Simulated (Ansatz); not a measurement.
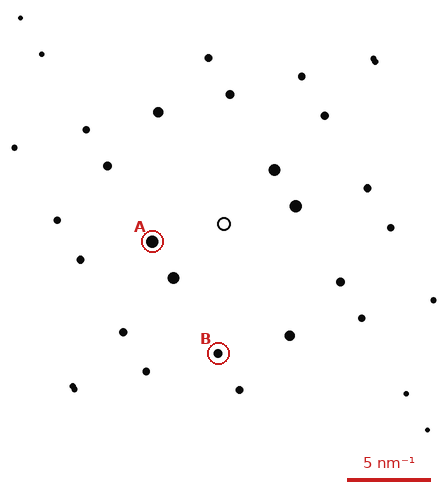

The pattern is a kinematic simulation for 200 kV electrons (no multiple scattering; isotropic B = 0.3 Å²). Two individuals of a reflection twin are superposed (a geometric construction: whether this twin forms is not tested). Crystal: Mo, space group Fddd (No. 70), a = 2.666 Å, b = 5.451 Å, c = 8.974 Å, zone axis [010]. Structure: the input geometry of an electronic-structure calculation (not necessarily at equilibrium); the starting structure was generated, so it need not be a known form of this composition.

```csv
atom,site,symmetry,x,y,z
Mo,8b,222,0.7500,0.7500,0.7500
```

In the first individual spot A is 0 0 -4 and spot B is -2 0 -2.

Find the twin plane.

(10-1). The spot positions of the combined pattern are mirror-symmetric about the row through 2 0 -2 (d = 1.278 Å), which both individuals share, while a single individual has only symmetry 2mm without that mirror line. Friedel's law adds a mirror line at right angles, along which no low-index reflection lies.

Which other reflections coincide?

Within the frame only the reflections of the common row coincide.
